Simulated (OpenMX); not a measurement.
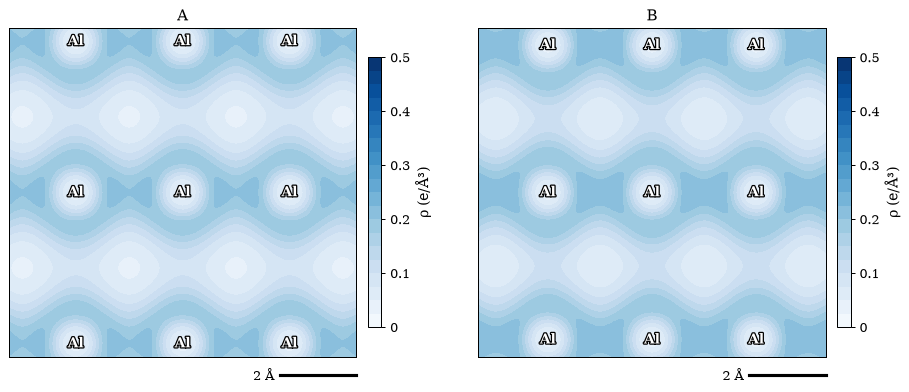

Al. The valence charge density (pseudo) of two cells that differ in size, on the (011) plane of each (indices in the axes of the calculation cell), at one length scale and on one colour scale; one has 20.2 and the other 21.8 Å³ an atom.

Method: OpenMX, Kohn-Sham DFT of a periodic cell, PBE, OpenMX 2013 PBE set.

### Which panel shows the smaller cell, and what does the compression change?

Panel B is the smaller cell, by 7 % in volume. From the larger cell to the smaller, Al–Al goes from 2.79 to 2.72 Å, and the density at its midpoint from 0.2 to 0.22 e/Å³; the pressure goes from −4.7 to −0.8 GPa.
